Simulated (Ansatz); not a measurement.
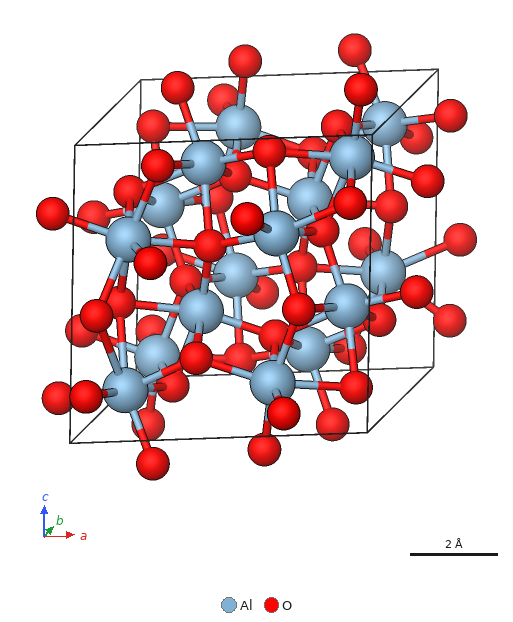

The structure as given in the input (ball-and-stick view of the cell of the calculation, seen slightly off an axis; bonded neighbours outside the cell are drawn too). An atom can appear more than once, as a periodic image.

# Nudged elastic band of Al16O25 (part 1 of 5)

The run: nudged elastic band of Al16O25 (defect cell, 41 atoms in the cell). Method and program: DFT PBE-D3(BJ), scalar-relativistic, plane waves, PAW, PAW set soft_1, spin-polarised (Ansatz 0.2.0).

The structure derives from an entry of the Crystallography Open Database. The run did not end well. It belongs to a series of runs on one base structure; here: band between the two ends.

### The input
```yaml
crystal:
  lattice:
    - [-4.754, -2.744723, 4.327333]
    - [4.754, -2.744723, 4.327333]
    - [0.0, 5.489446, 4.327333]
  atoms:
    - { symbol: Al, position: [0.35484912, 0.35931834, 0.35158196] }
    - { symbol: Al, position: [0.15069407, 0.15221145, 0.13948239] }
    - { symbol: Al, position: [0.6528629, 0.64653651, 0.65070657] }
    - { symbol: Al, position: [0.85531404, 0.85065006, 0.85386881] }
    - { symbol: O, position: [0.41160234, 0.59013258, 0.7543172] }
    - { symbol: O, position: [0.75084043, 0.40117108, 0.59823037] }
    - { symbol: O, position: [0.60252855, 0.75026434, 0.40605054] }
    - { symbol: O, position: [0.59617293, 0.40726661, 0.24886645] }
    - { symbol: O, position: [0.24885849, 0.60999913, 0.40182724] }
    - { symbol: O, position: [0.40548317, 0.2507823, 0.59324425] }
    - { symbol: Al, position: [0.85658537, 0.85766904, 0.35445465] }
    - { symbol: Al, position: [0.65100479, 0.65209632, 0.14866286] }
    - { symbol: Al, position: [0.15392457, 0.14356832, 0.64717397] }
    - { symbol: Al, position: [0.35712295, 0.3498241, 0.85031845] }
    - { symbol: O, position: [0.90897378, 0.09556564, 0.75298526] }
    - { symbol: O, position: [0.28459164, 0.89232623, 0.61796797], spin: 0.13 }
    - { symbol: O, position: [0.09591719, 0.2847673, 0.40592724], spin: 0.26 }
    - { symbol: O, position: [0.07350877, 0.9026714, 0.1747574], spin: 0.41 }
    - { symbol: O, position: [0.74090608, 0.10097024, 0.40088051] }
    - { symbol: O, position: [0.90600445, 0.74116707, 0.59968159] }
    - { symbol: Al, position: [0.85568816, 0.35163133, 0.85216308] }
    - { symbol: Al, position: [0.65075265, 0.14745601, 0.64910584] }
    - { symbol: Al, position: [0.14849419, 0.64337124, 0.14291928] }
    - { symbol: Al, position: [0.36159485, 0.85633899, 0.36196633] }
    - { symbol: O, position: [0.90347076, 0.59936575, 0.2497109] }
    - { symbol: O, position: [0.254563, 0.40323312, 0.0955031] }
    - { symbol: O, position: [0.10064172, 0.741647, 0.8972227] }
    - { symbol: O, position: [0.10124057, 0.40062799, 0.75230999] }
    - { symbol: O, position: [0.75288909, 0.59507526, 0.90571092] }
    - { symbol: O, position: [0.90409691, 0.25384125, 0.09904582] }
    - { symbol: Al, position: [0.36282369, 0.84995415, 0.8616236] }
    - { symbol: Al, position: [0.15394744, 0.64479568, 0.65276056] }
    - { symbol: Al, position: [0.64664434, 0.14823871, 0.14712968] }
    - { symbol: Al, position: [0.84627936, 0.35762704, 0.3510005] }
    - { symbol: O, position: [0.39850482, 0.09921556, 0.24981403] }
    - { symbol: O, position: [0.73878808, 0.90451609, 0.09436955] }
    - { symbol: O, position: [0.60052517, 0.2488347, 0.90294535] }
    - { symbol: O, position: [0.6057711, 0.90222182, 0.75291667] }
    - { symbol: O, position: [0.25907327, 0.09858624, 0.90064469] }
    - { symbol: O, position: [0.40426404, 0.75005528, 0.10295181] }
    - { symbol: O, position: [0.08506877, -0.01007225, 0.42687515], spin: 0.85 }
magnetization:
  spin_polarized: true
basis:
  ecutwfc: 420.0
kpoints:
  mp_grid: { grid: [2, 2, 2] }
hamiltonian:
  xc: pbe
  dispersion: d3bj
  pseudopotentials: { kind: paw, azcp: { folder: soft_1 } }
scf:
  occupations: { method: gaussian, width: 0.05 }
  lower_state_search: "off"
neb:
  images: 7
  f_tol: 0.05
  initial_path: linear
  max_iterations: 26
  optimiser: fire
  final_atoms:
    - { symbol: Al, position: [0.34494033, 0.35705196, 0.33816247] }
    - { symbol: Al, position: [0.14500178, 0.14317428, 0.14200359] }
    - { symbol: Al, position: [0.64738758, 0.64289172, 0.64769301] }
    - { symbol: Al, position: [0.84882788, 0.84279008, 0.85393671] }
    - { symbol: O, position: [0.40134317, 0.60462245, 0.75818213] }
    - { symbol: O, position: [0.76263992, 0.39975964, 0.59590729] }
    - { symbol: O, position: [0.59083111, 0.74639198, 0.40374547] }
    - { symbol: O, position: [0.59368614, 0.39829322, 0.24227773] }
    - { symbol: O, position: [0.23911744, 0.5993757, 0.39403765] }
    - { symbol: O, position: [0.42213647, 0.35009714, 0.58821191] }
    - { symbol: Al, position: [0.84759431, 0.84831985, 0.35053357] }
    - { symbol: Al, position: [0.64406687, 0.64442019, 0.14706483] }
    - { symbol: Al, position: [0.13846029, 0.13370598, 0.64579513] }
    - { symbol: Al, position: [0.34879327, 0.35917003, 0.8561313] }
    - { symbol: O, position: [0.90028595, 0.08896771, 0.75215252] }
    - { symbol: O, position: [0.23637648, 0.88822661, 0.59324999] }
    - { symbol: O, position: [0.09831469, 0.24687369, 0.40138085] }
    - { symbol: O, position: [0.09046119, 0.90276065, 0.24494062] }
    - { symbol: O, position: [0.75240416, 0.0943673, 0.40090835] }
    - { symbol: O, position: [0.89875763, 0.74542355, 0.59483367] }
    - { symbol: Al, position: [0.85255595, 0.34959401, 0.84965779] }
    - { symbol: Al, position: [0.65650716, 0.13581085, 0.64962064] }
    - { symbol: Al, position: [0.14066395, 0.65000879, 0.14570742] }
    - { symbol: Al, position: [0.34684889, 0.84985847, 0.34713539] }
    - { symbol: O, position: [0.89759514, 0.59370682, 0.24805056] }
    - { symbol: O, position: [0.24247444, 0.40382652, 0.0943208] }
    - { symbol: O, position: [0.09219428, 0.74637128, 0.90236023] }
    - { symbol: O, position: [0.09815656, 0.39693557, 0.7477979] }
    - { symbol: O, position: [0.7495672, 0.59002948, 0.90411309] }
    - { symbol: O, position: [0.90098016, 0.24638479, 0.09363029] }
    - { symbol: Al, position: [0.35102138, 0.8500533, 0.85111582] }
    - { symbol: Al, position: [0.14346204, 0.64270431, 0.64356577] }
    - { symbol: Al, position: [0.64499566, 0.14444056, 0.14312296] }
    - { symbol: Al, position: [0.85145697, 0.34823659, 0.34955625] }
    - { symbol: O, position: [0.39867511, 0.09288327, 0.23187662] }
    - { symbol: O, position: [0.74655111, 0.89902567, 0.09699652] }
    - { symbol: O, position: [0.5931608, 0.24588132, 0.89633206] }
    - { symbol: O, position: [0.600541, 0.89346632, 0.7554077] }
    - { symbol: O, position: [0.24684409, 0.09583791, 0.89635883] }
    - { symbol: O, position: [0.39977135, 0.74733722, 0.09581878] }
    - { symbol: O, position: [0.4065385, 0.14280802, 0.5722124] }
  order_check: true
```

Run on 4 threads of AMD EPYC (Zen 3), 24 GiB of memory available, shared host.

Launched with:
```bash
ansatz run input.yaml --threads 4 --pin off --max-ram 10240MiB --backend cpu --events-out ev --progress --plain --runs-dir out
```

### Log
```
Warning: neb: disabling space-group detection — the band's intermediate images generally break the endpoint symmetry, so no spatial operation reduces the k-mesh or symmetrises the density, except that a semilocal band can use its path's symmetry ahead of convergence; time reversal is kept, so that k and −k are solved as one point where they differ and the mesh holds both, and exact exchange and, on two spinor components, a DFT+U term hold to it where the run has them: on two components no moment then forms, and a state that bears one, which a typed moment (crystal.atoms[].spin; refused beside efield: under a hybrid functional) reaches, can lie lower, under hf by electronvolts; crystal.symmetry.detect: false (a key that needs symmetry detection or time reversal refuses this as the deck is read) with time_reversal: false beside it drops time reversal too
Engine: ansatz 0.2.0, x86_64-unknown-linux-gnu
Pseudopotentials: kind: paw
Pseudopotential: Al, paw, valence charge 3, recommended cutoff 420 eV (normal), [file]
Pseudopotential: O, paw, valence charge 6, recommended cutoff 420 eV (normal), [file]
Functional definition: PBE
  parameter kappa = 0.804
  parameter beta = 0.06672455060314922
  exchange = pbe_x(kappa = kappa, mu = beta*pi^2/3)
  correlation = pbe_c(beta = beta)
parallel-image band execution: 4 concurrent image workers
NEB image 0
Crystal: 41 atoms, lattice volume = 338.789 Å³
Basis set: ecut = 420 eV, 6669 PW (Γ), exchange–correlation on 96×96×96 points (8 copies of the dense FFT grid, shifted against one another)
Bands: 141, of which v1, the nominal top of the filled ones, is band 99 counted from 1 (98 counted from 0)
Symmetry: 1 space group operations
k-points: 8
Non-local potential: Al, projectors of the file, l = 0: 2, l = 1: 2, l = 2: 1
Non-local potential: O, projectors of the file, l = 0: 2, l = 1: 2, l = 2: 1
PAW form: soft (Blöchl's): semilocal exchange-correlation on the pseudo side does not see the compensation charge
PAW one-centre angular grid: Al, 110 points (default); XC on 64 Gauss nodes
PAW one-centre angular grid: O, 110 points (default); XC on 64 Gauss nodes
Initial density: superposition of atomic densities (chi_scale 0.1, normalization cell, long waves kept (reshape's long-wave potential 0.12 eV rms))
Starting moments: Σ|m| = 1.65 μB on 4 of 41 sites
Initial wavefunctions: pseudopotential atomic-orbital guess
Functional: x = pbe(κ = 0.804, μ = 0.2195149727645171), c = pbe(β = 0.06672455060314922)
SCF iter   1: F=—  HF=-22862.303671 eV  |F-HF|=—  |Δ(HF+E_count)|=         —  Δρ=7.05e-2 (↑6.86e-2 ↓7.05e-2)  dr2=5.87e1  dr2_m=5.80e-1  M=2.000 μB ∫|m|=2.048 μB  β_m=0.30  ethr=3.10e-3  ⟨swp⟩=6.1  Hψ=9670  notcnv=0  defer=301
preconditioner: auto → Resta (q_TF=auto, 2.495 Å⁻¹)  ε∞=3.4  [insulator: Δε(μ)=0.240 eV  Ē_g=18.422 eV  σ=0.050 eV  W_gap=1.00  n_scr=86 (ndim 8)  ℏωp=28.4 eV  f_vac=0.000  D(μ)=0.03/eV (n_scr^D=0)  ε∞_Penn≈3.4]
spin=Collinear: Resta preconditioning applied to the charge; magnetization (m = ρ↑ − ρ↓) channel mixes plain (no charge-response kernel on spin).
SCF iter   2: F=—  HF=-22850.156189 eV  |F-HF|=—  |Δ(HF+E_count)|=    1.21e1  Δρ=3.32e-2 (↑3.30e-2 ↓3.32e-2)  dr2=1.38e1  dr2_m=2.37e-1  M=2.000 μB ∫|m|=2.052 μB  β_m=1.00  ethr=3.10e-3  ⟨swp⟩=2.1  Hψ=4328  notcnv=0  defer=573
SCF iter   3: F=—  HF=-22846.951792 eV  |F-HF|=—  |Δ(HF+E_count)|=    3.20e0  Δρ=1.64e-2 (↑1.62e-2 ↓1.64e-2)  dr2=1.69e0  dr2_m=3.59e-3  M=2.000 μB ∫|m|=2.090 μB  β_m=0.30  ethr=3.10e-3  ⟨swp⟩=2.1  Hψ=4004  notcnv=0  defer=582
SCF iter   4: F=—  HF=-22846.804304 eV  |F-HF|=—  |Δ(HF+E_count)|=   1.47e-1  Δρ=7.44e-3 (↑7.25e-3 ↓7.44e-3)  dr2=3.12e-1  dr2_m=1.70e-3  M=2.000 μB ∫|m|=2.093 μB  β_m=0.30  ethr=8.53e-4  ⟨swp⟩=2.2  Hψ=1882  notcnv=0  defer=582
SCF iter   5: F=—  HF=-22846.840015 eV  |F-HF|=—  |Δ(HF+E_count)|=   3.57e-2  Δρ=1.61e-3 (↑1.61e-3 ↓1.52e-3)  dr2=1.17e-2  dr2_m=1.64e-3  M=2.000 μB ∫|m|=2.096 μB  β_m=0.30  ethr=1.58e-4  ⟨swp⟩=3.6  Hψ=3373  notcnv=0  defer=582
SCF iter   6: F=—  HF=-22846.852686 eV  |F-HF|=—  |Δ(HF+E_count)|=   1.27e-2  Δρ=9.63e-4 (↑9.63e-4 ↓8.92e-4)  dr2=2.98e-3  dr2_m=1.13e-3  M=2.000 μB ∫|m|=2.099 μB  β_m=0.30  ethr=5.89e-6  ⟨swp⟩=2.0  Hψ=3257  notcnv=0  defer=582
SCF iter   7: F=—  HF=-22846.859191 eV  |F-HF|=—  |Δ(HF+E_count)|=   6.51e-3  Δρ=6.03e-4 (↑6.03e-4 ↓5.01e-4)  dr2=7.66e-4  dr2_m=5.98e-4  M=2.000 μB ∫|m|=2.101 μB  β_m=0.30  ethr=1.51e-6  ⟨swp⟩=2.1  Hψ=3134  notcnv=0  defer=581
SCF iter   8: F=—  HF=-22846.862289 eV  |F-HF|=—  |Δ(HF+E_count)|=   3.10e-3  Δρ=3.59e-4 (↑3.59e-4 ↓3.40e-4)  dr2=1.16e-4  dr2_m=3.49e-4  M=2.000 μB ∫|m|=2.103 μB  β_m=0.30  ethr=3.87e-7  ⟨swp⟩=2.0  Hψ=3258  notcnv=0  defer=581
Mixer restart at iter 8: flushing history
spin-set hold released at iteration 8 (site moments contracting): the magnetisation degrees of freedom join the quasi-Newton model from the next iteration; the mixer history was flushed
SCF iter   9: F=—  HF=-22846.863465 eV  |F-HF|=—  |Δ(HF+E_count)|=   1.18e-3  Δρ=2.80e-4 (↑2.68e-4 ↓2.80e-4)  dr2=7.04e-5  dr2_m=2.16e-4  M=2.000 μB ∫|m|=2.104 μB  β_m=0.65  ethr=5.84e-8  ⟨swp⟩=2.0  Hψ=3162  notcnv=0  defer=581
SCF iter  10: F=—  HF=-22846.865157 eV  |F-HF|=—  |Δ(HF+E_count)|=   1.69e-3  Δρ=6.78e-5 (↑6.78e-5 ↓5.79e-5)  dr2=3.14e-5  dr2_m=2.69e-6  M=2.000 μB ∫|m|=2.109 μB  β_m=0.59  ethr=3.56e-8  ⟨swp⟩=3.0  Hψ=3829  notcnv=0  defer=581
SCF iter  11: F=—  HF=-22846.865143 eV  |F-HF|=—  |Δ(HF+E_count)|=   1.37e-5  Δρ=3.73e-5 (↑1.99e-5 ↓3.73e-5)  dr2=5.06e-6  dr2_m=1.78e-6  M=2.000 μB ∫|m|=2.109 μB  β_m=0.69  ethr=1.58e-8  ⟨swp⟩=2.1  Hψ=3258  notcnv=0  defer=581
SCF iter  12: F=—  HF=-22846.865146 eV  |F-HF|=—  |Δ(HF+E_count)|=   2.47e-6  Δρ=1.47e-5 (↑8.86e-6 ↓1.47e-5)  dr2=1.20e-6  dr2_m=1.27e-7  M=2.000 μB ∫|m|=2.109 μB  β_m=0.64  ethr=2.55e-9  ⟨swp⟩=2.0  Hψ=3258  notcnv=0  defer=581
iter 13 did not close the SCF: its close was put off for a magnetic moment that had not settled (scf_convergence_deferred on its scf_iter line)
SCF iter  13: F=-22846.865146 eV  HF=-22846.865146 eV  |F-HF|=2.37e-8  |Δ(HF+E_count)|=   1.58e-7  Δρ=3.07e-6 (↑2.26e-6 ↓3.07e-6)  dr2=7.50e-8  dr2_m=7.03e-9  M=2.000 μB ∫|m|=2.109 μB  β_m=0.72  ethr=5.05e-11  ⟨swp⟩=2.4  Hψ=7061  notcnv=0
SCF iter  14: F=-22846.865146 eV  HF=-22846.865146 eV  |F-HF|=2.03e-8  |Δ(HF+E_count)|=   4.83e-8  Δρ=2.41e-6 (↑1.41e-6 ↓2.41e-6)  dr2=3.90e-8  dr2_m=2.25e-9  M=2.000 μB ∫|m|=2.109 μB  ethr=3.79e-11  ⟨swp⟩=2.0  Hψ=6160  notcnv=0
SCF 1 converged in 14 iterations: F = -22846.865146 eV  dr2 = 3.90e-8
  greatest PAW one-centre occupation: 0.894 electrons in one spin orbital (limit 2), on the O atom at site 40 (counted from 0), in its partial waves of l = 0
NSCF: frozen V_eff on 8 k-points
NEB image 8
Initial density: superposition of atomic densities (chi_scale 0.1, normalization cell, long waves kept (reshape's long-wave potential 0.15 eV rms))
SCF iter   1: F=—  HF=-22864.902359 eV  |F-HF|=—  |Δ(HF+E_count)|=         —  Δρ=7.34e-2 (↑6.87e-2 ↓7.34e-2)  dr2=5.91e1  dr2_m=6.55e-1  M=0.000 μB ∫|m|=0.346 μB  β_m=0.30  ethr=3.10e-3  ⟨swp⟩=6.2  Hψ=9726  notcnv=0  defer=294
preconditioner: auto → Resta (q_TF=auto, 2.495 Å⁻¹)  ε∞=3.3  [insulator: Δε(μ)=4.660 eV  Ē_g=18.582 eV  σ=0.050 eV  W_gap=1.00  n_scr=86 (ndim 8)  ℏωp=28.4 eV  f_vac=0.000  D(μ)=0.00/eV (n_scr^D=0)  ε∞_Penn≈3.3]
spin=Collinear: Resta preconditioning applied to the charge; magnetization (m = ρ↑ − ρ↓) channel mixes plain (no charge-response kernel on spin).
SCF iter   2: F=—  HF=-22852.498987 eV  |F-HF|=—  |Δ(HF+E_count)|=    1.24e1  Δρ=3.68e-2 (↑3.37e-2 ↓3.68e-2)  dr2=1.46e1  dr2_m=3.58e-1  M=0.000 μB ∫|m|=0.274 μB  β_m=0.30  ethr=3.10e-3  ⟨swp⟩=2.2  Hψ=4216  notcnv=0  defer=582
SCF iter   3: F=—  HF=-22849.019282 eV  |F-HF|=—  |Δ(HF+E_count)|=    3.48e0  Δρ=1.89e-2 (↑1.89e-2 ↓1.89e-2)  dr2=1.73e0  dr2_m=1.97e-1  M=0.000 μB ∫|m|=0.217 μB  β_m=0.30  ethr=3.10e-3  ⟨swp⟩=2.5  Hψ=4086  notcnv=0  defer=580
SCF iter   4: F=—  HF=-22848.857125 eV  |F-HF|=—  |Δ(HF+E_count)|=   1.62e-1  Δρ=6.78e-3 (↑6.78e-3 ↓5.85e-3)  dr2=3.89e-2  dr2_m=1.08e-1  M=0.000 μB ∫|m|=0.172 μB  β_m=0.30  ethr=8.72e-4  ⟨swp⟩=2.7  Hψ=3896  notcnv=0  defer=584
SCF iter   5: F=—  HF=-22848.889188 eV  |F-HF|=—  |Δ(HF+E_count)|=   3.21e-2  Δρ=4.90e-3 (↑4.90e-3 ↓4.42e-3)  dr2=1.27e-2  dr2_m=6.06e-2  M=0.000 μB ∫|m|=0.137 μB  β_m=0.30  ethr=1.96e-5  ⟨swp⟩=1.6  Hψ=2688  notcnv=0  defer=586
SCF iter   6: F=—  HF=-22848.905886 eV  |F-HF|=—  |Δ(HF+E_count)|=   1.67e-2  Δρ=3.44e-3 (↑3.30e-3 ↓3.44e-3)  dr2=1.76e-3  dr2_m=3.44e-2  M=0.000 μB ∫|m|=0.108 μB  β_m=0.30  ethr=6.40e-6  ⟨swp⟩=2.0  Hψ=3268  notcnv=0  defer=586
SCF iter   7: F=—  HF=-22848.913570 eV  |F-HF|=—  |Δ(HF+E_count)|=   7.68e-3  Δρ=2.55e-3 (↑2.50e-3 ↓2.55e-3)  dr2=2.28e-4  dr2_m=1.97e-2  M=0.000 μB ∫|m|=0.086 μB  β_m=0.30  ethr=8.89e-7  ⟨swp⟩=2.0  Hψ=3252  notcnv=0  defer=586
[...]
Mixer restart at iter 7: flushing history
spin-set hold released at iteration 7 (site moments contracting): the magnetisation degrees of freedom join the quasi-Newton model from the next iteration; the mixer history was flushed
WARN: the starting moments were not kept: the SCF closed with an absolute magnetisation of 1.0e-5 μB, where they sum to 1.65 μB in size (4 sites). That is at most 0.1 of that sum. Measured as dr2_m measures the in/out step, that magnetisation stands 1.6e-11 eV from none, at or under the dr2_threshold of 1.0e-7 eV: it is no larger than a step whose dr2_m would equal this threshold. The system may hold no moment; this SCF shows only that its start led to no more than that. To try another start: raise the starting moments (crystal.atoms[].spin, magnetization.per_species, magnetization.initial_magnetization, or on a non-collinear deck that types none of these the spinor_matrix: blocks that start its atoms; where the total moment is fixed, keep their sum and leave initial_magnetization as it is; typed ones take the place of any that the run laid by itself, positive ones on a crystal's lanthanoids without a Hubbard term where scf.initial_density.shell_occupations: [] is typed) or, if the notice of its spin-set hold's release reads "site moments contracting" or "site moments show no strong build", lengthen the hold (scf.mixing.spin_hold: { on: { confirm: 4 } }; for m-r²SCAN on two components see the key's manual first). Each may lead to a state that holds a moment. A second SCF, from the converged charge density, with the starting moments and any scf.initial_density.shell_occupations laid on it anew, would have followed, and was not run: the deck does not ask for one (magnetization.retry_lost_moments is false, the default). To let it run, set magnetization.retry_lost_moments: true and run the deck again, where that key's refused combinations let it; where memory then withholds it, that run's warning says so.
  greatest PAW one-centre occupation: 0.880 electrons in one spin orbital (limit 2), on the O atom at site 9 (counted from 0), in its partial waves of l = 0
NSCF: frozen V_eff on 8 k-points
NEB end point (image 0): max|allowed force component| = 2.982e-2 eV/Å (the criterion of neb.relax_end_points is 1.000e-2)
NEB end point (image 8): max|allowed force component| = 9.497e-3 eV/Å (the criterion of neb.relax_end_points is 1.000e-2)
NEB image 1
preconditioner: auto → Resta (q_TF=auto, 2.495 Å⁻¹)  ε∞=3.4  [insulator: Δε(μ)=0.680 eV  Ē_g=18.458 eV  σ=0.050 eV  W_gap=1.00  n_scr=86 (ndim 8)  ℏωp=28.4 eV  f_vac=0.000  D(μ)=0.00/eV (n_scr^D=0)  ε∞_Penn≈3.4]
spin=Collinear: Resta preconditioning applied to the charge; magnetization (m = ρ↑ − ρ↓) channel mixes plain (no charge-response kernel on spin).
Mixer restart at iter 8: flushing history
spin-set hold released at iteration 8 (site moments contracting): the magnetisation degrees of freedom join the quasi-Newton model from the next iteration; the mixer history was flushed
the starting moments were not kept: the SCF closed with an absolute magnetisation of 4.9e-6 μB, where they sum to 1.65 μB in size (4 sites). That is at most 0.1 of that sum. Measured as dr2_m measures the in/out step, that magnetisation stands 9.8e-12 eV from none, at or under the dr2_threshold of 1.0e-7 eV: it is no larger than a step whose dr2_m would equal this threshold.
The SCF converged. Along the directions that its mixing steps explored, a Ritz value of the dielectric operator 1 − χ₀K read negative at each of the last 4 readings (its real part and the size of its imaginary part sum to between -0.65 and -0.48).
  greatest PAW one-centre occupation: 0.897 electrons in one spin orbital (limit 2), on the O atom at site 40 (counted from 0), in its partial waves of l = 0
```
